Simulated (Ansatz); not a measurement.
Consider Pt (cell with a defect).

Pt (cell with a defect), 61 atoms, a = 10.12 Å, b = 10.12 Å, c = 10.12 Å, α = 101.09°, β = 101.09°, γ = 101.09°.

The calculation used DFT PBE, scalar-relativistic, plane waves, PAW in Ansatz 0.2.0.

Question: Predict the valence pseudo-density and electron localisation function between the atoms.

Answer: Pt–Pt (2.73 Å): ρ is about 0.41 e/Å³ halfway; the ELF is about 0.30 at the midpoint; no shared electron pair shows on this line.
Pt–Pt (2.78 Å): ρ at the midpoint is about 0.37 e/Å³; the ELF is about 0.30 at the midpoint; no shared electron pair shows on this line.
Pt–Pt (2.82 Å): the density is about 0.34 e/Å³ at the midpoint; the ELF is about 0.30 at the midpoint: no shared electron pair shows on this line.

Question: Does the calculation make it a metal, or give it a gap?

Answer: It is metallic or semimetallic at this level of theory: no gap opens.

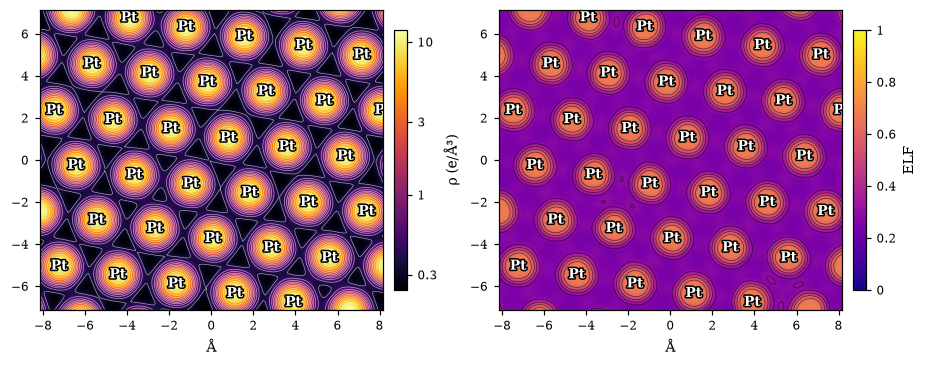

Computed valence pseudo-density and electron localisation function on the (111) plane of the calculation cell, in this order. 
